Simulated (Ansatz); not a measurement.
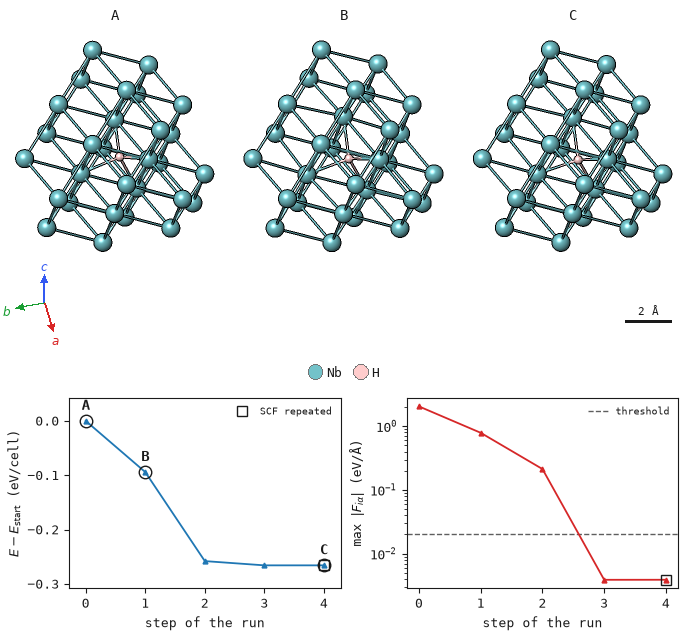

Frames of a relaxation of a defect cell of composition Nb32H, marked on the history of the run. Style: ball-and-stick. Shown: the atoms within 5.0 Å of the atom that moves most (axes of the conventional cell (2 times the calculation's cell)), from a free direction. Lengths and directions refer to the drawn axes.

Case: H interstitial, charge +0, atoms relaxed.

Method: DFT PBE, scalar-relativistic, plane waves, PAW (Ansatz 0.2.0).

Input file:
```yaml
crystal:
  lattice:
    - [0.0, -6.6224786111, 6.6224786111]
    - [6.6224786111, -6.6224786111, 0.0]
    - [6.6224786111, 0.0, 6.6224786111]
  atoms:
    - { symbol: Nb, position: [0.0, 0.5, 0.0] }
    - { symbol: Nb, position: [0.5, 0.5, 0.0] }
    - { symbol: Nb, position: [0.125, 0.625, 0.125] }
    - { symbol: Nb, position: [0.625, 0.625, 0.125] }
    - { symbol: Nb, position: [0.25, 0.75, 0.25] }
    - { symbol: Nb, position: [0.75, 0.75, 0.25] }
    - { symbol: Nb, position: [0.375, 0.875, 0.375] }
    - { symbol: Nb, position: [0.875, 0.875, 0.375] }
    - { symbol: Nb, position: [0.0, 0.0, 0.0] }
    - { symbol: Nb, position: [0.5, 0.0, 0.0] }
    - { symbol: Nb, position: [0.125, 0.125, 0.125] }
    - { symbol: Nb, position: [0.625, 0.125, 0.125] }
    - { symbol: Nb, position: [0.25, 0.25, 0.25] }
    - { symbol: Nb, position: [0.75, 0.25, 0.25] }
    - { symbol: Nb, position: [0.375, 0.375, 0.375] }
    - { symbol: Nb, position: [0.0, 0.5, 0.5] }
    - { symbol: Nb, position: [0.875, 0.375, 0.375] }
    - { symbol: Nb, position: [0.5, 0.5, 0.5] }
    - { symbol: Nb, position: [0.125, 0.625, 0.625] }
    - { symbol: Nb, position: [0.625, 0.625, 0.625] }
    - { symbol: Nb, position: [0.25, 0.75, 0.75] }
    - { symbol: Nb, position: [0.75, 0.75, 0.75] }
    - { symbol: Nb, position: [0.375, 0.875, 0.875] }
    - { symbol: Nb, position: [0.875, 0.875, 0.875] }
    - { symbol: Nb, position: [0.0, 0.0, 0.5] }
    - { symbol: Nb, position: [0.5, 0.0, 0.5] }
    - { symbol: Nb, position: [0.125, 0.125, 0.625] }
    - { symbol: Nb, position: [0.625, 0.125, 0.625] }
    - { symbol: Nb, position: [0.25, 0.25, 0.75] }
    - { symbol: Nb, position: [0.75, 0.25, 0.75] }
    - { symbol: Nb, position: [0.375, 0.375, 0.875] }
    - { symbol: Nb, position: [0.875, 0.375, 0.875] }
    - { symbol: H, position: [0.805301679, 0.0753268767, 0.1950947908] }
basis:
  ecutwfc: 420
  xc_grid: 2
kpoints:
  mp_grid: { grid: [3, 3, 3], shift: [0.0, 0.0, 0.0] }
hamiltonian:
  xc: pbe
scf:
  occupations: { method: gaussian, width: 0.1 }
output:
  forces: true
  stress: false
  eigenvalues: true
relax:
  adjacent_minimum: "off"
  f_tol: 0.02
  max_steps: 60
```

Launched with:
```bash
ansatz run input.yaml --threads 4 --pin off --max-ram 10240MiB --backend cpu --events-out ev --progress --plain --runs-dir out
```

What happens along the run?

Answer. After 3 accepted moves (4 points after the start) the energy has fallen by 0.266 eV per cell of the calculation. The largest force component goes from 2 to 0.0039 eV/Å. 1 step only repeated the SCF at the same geometry. H33 moves most: 0.14 Å along [1 0 −1]. Largest moves by element: H 0.14 Å, Nb 0.08 Å. The cell doesn't change. Among the contacts that change: Nb14–H33 1.714 → 1.921 Å, Nb12–Nb14 2.868 → 2.981 Å, Nb8–H33 1.871 → 1.922 Å, Nb14–Nb18 3.311 → 3.262 Å. Bond angles that change, for instance: Nb8–H33–Nb9 97.0° → 101.7°, Nb8–H33–Nb14 106.2° → 101.7°, Nb9–H33–Nb14 128.7° → 126.5°. Cost: 8.4 min on 4 threads of Arm Neoverse V2 (shared host), peak memory 3.6 GiB. From step 0 to 1: Nb atoms move most (0.14 Å), energy −94.2 meV per cell of the calculation. From step 1 to 4: Nb atoms move most (0.07 Å), energy −0.172 eV per cell of the calculation.
